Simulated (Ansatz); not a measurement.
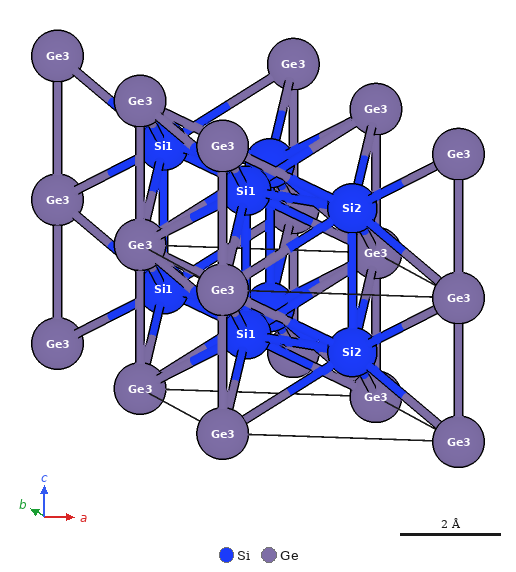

A crystal of Si$_{2}$Ge (a generated structure, set up in P6/mmm) (coarse preliminary run), before the relaxation. The picture is a ball-and-stick view of the cell of the calculation, repeated 1 × 2 × 2 with one cell outlined, seen slightly off an axis.

The calculation used Ansatz 0.2.0, DFT PBE, scalar-relativistic, plane waves, PAW.

Input
```yaml
crystal:
  lattice:
    - [4.79918894, 0.0, 0.0]
    - [-2.39959447, 4.15621954, 0.0]
    - [0.0, 0.0, 2.94190282]
  atoms:
    - { symbol: Si, position: [0.33333333, 0.66666667, 0.5] }
    - { symbol: Si, position: [0.66666667, 0.33333333, 0.5] }
    - { symbol: Ge, position: [0.0, 0.0, 0.0] }
basis:
  ecutwfc: 420
kpoints:
  mp_grid: { grid: [6, 6, 6] }
hamiltonian:
  xc: pbe
scf:
  occupations: { method: gaussian, width: 0.1 }
  lower_state_search: "off"
output:
  forces: true
  stress: true
  eigenvalues: true
relax:
  adjacent_minimum: "off"
  f_tol: 0.04
  max_steps: 70
  cell: { stress_tol: 0.4 }
```

Run as
```bash
ansatz run input.yaml --threads 1 --pin off --max-ram 2048MiB --backend cpu --events-out ev --progress --plain --runs-dir out
```

> What does the optimiser find from here?

After 4 accepted moves (5 points after the start) the energy has fallen by 137 meV per atom. All forces vanish by symmetry, so only the cell relaxes. The pressure goes from −9.12 to 0.03 GPa. At 1 point the geometry stayed and the basis and grid were re-selected for the new cell (energy shift of 0.4 meV per atom at most each time). No atom moves by more than 0.005 Å relative to the cell. The volume changes by −16.7 %, with a = b 4.799 → 4.633 Å (−3.5 %), c 2.942 → 2.628 Å (−10.7 %). Near-neighbour distances that change, for instance: Si1–Si1 2.942 → 2.628 Å, Ge3–Ge3 2.942 → 2.628 Å, Si1–Ge3 3.137 → 2.980 Å, Si1–Si2 2.771 → 2.675 Å. The space group stays P6/mmm (No. 191). Cost: 5.5 s on 1 thread of Intel(R) Xeon(R) 6975P-C (Granite Rapids), with other jobs on the host, peak memory 0.4 GiB.

The structure at the end:

```
CELL_PARAMETERS angstrom
4.63306 0.00000 0.00000
-2.31653 4.01235 0.00000
0.00000 0.00000 2.62805
ATOMIC_POSITIONS crystal
Si 0.33333 0.66667 0.50000
Si 0.66667 0.33333 0.50000
Ge 0.00000 0.00000 0.00000
```

The end point in the same view:

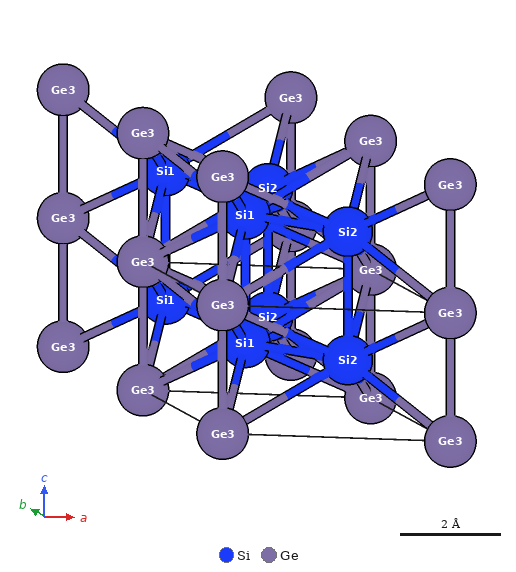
